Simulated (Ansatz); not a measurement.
MoSe

The calculation's input:

```
crystal:
  lattice:
    - [3.107232486, 0.0, 0.0]
    - [0.0, 3.107232486, 0.0]
    - [0.0, 0.0, 3.107232486]
  atoms:
    - { symbol: Mo, position: [0.0, 0.0, 0.0], spin: 3.5 }
    - { symbol: Se, position: [0.5, 0.5, 0.5] }
basis:
  ecutwfc: 500
kpoints:
  mp_grid: { grid: [14, 14, 14] }
hamiltonian:
  xc: r2scan
scf:
  occupations: { method: gaussian, width: 0.1 }
  lower_state_search: "off"
output:
  forces: true
  stress: true
  eigenvalues: true
  populations: true
  write_density: true
  write_potential: true
  elf: true
  volumetric_format: npy
magnetization:
  spin_polarized: true
```

Run with:

```sh
ansatz run input.yaml --threads 1 --pin off --max-ram 2560MiB --backend cpu --events-out ev --progress --plain --runs-dir out
```

Below, planes, directions and counts refer to the conventional cell (a = 3.11 Å, b = 3.11 Å, c = 3.11 Å, α = 90.00°, β = 90.00°, γ = 90.00°).

Space group Pm-3m; started from the CsCl (B2) prototype, which need not be the ambient phase; computed pressure about 5 GPa in this cell; the program warned that a starting moment wasn't kept; spin-polarised, but the moments vanished.

Method: DFT r2SCAN, scalar-relativistic, plane waves, PAW in Ansatz 0.2.0.

Core electrons are frozen (PAW), and the valence fields are smoothed inside the atomic spheres.

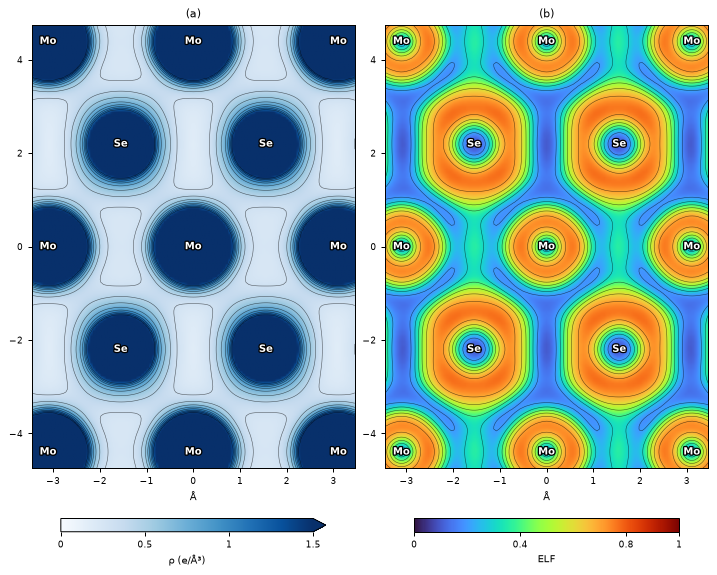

Figure 1. (a) valence pseudo-density; (b) ELF on the (110) plane of the conventional cell.

> Interpret the plot.

Atoms in the plane: Mo and Se. Mo–Se (2.69 Å): ρ is about 0.38 e/Å³ halfway; the ELF is about 0.35 at the midpoint. Between the atoms the lowest density in this plane is 0.17 e/Å³. The features right at Mo lie inside the PAW spheres, where the map follows smoothed inner orbitals and isn't to be read closely.

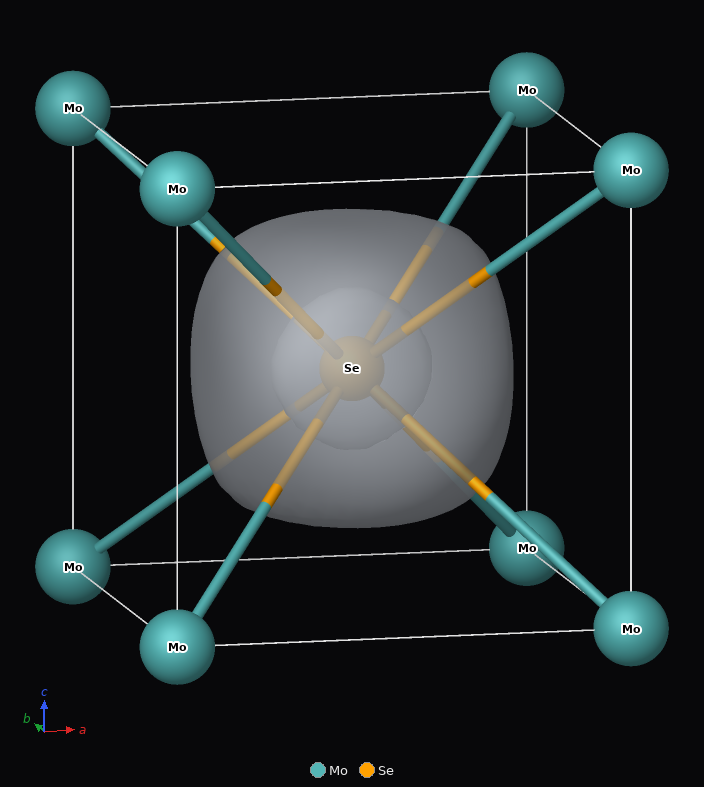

Figure 2. Isosurface of the ELF at 0.6 (grey), seen slightly off an axis. Core shells and regions of very low density are left out. Sticks mark near contacts.

> Where are the electrons localised?

At this value the surface marks out one region wrapped around Se (its valence shell), counted in one cell of 2 atoms. Any copies at cell faces, edges or corners count once.

> Does the calculation make it a metal, or give it a gap?

It is metallic or semimetallic at this level of theory: no gap opens; semilocal functionals without U, or without the true magnetic order, often close the gap of such compounds.
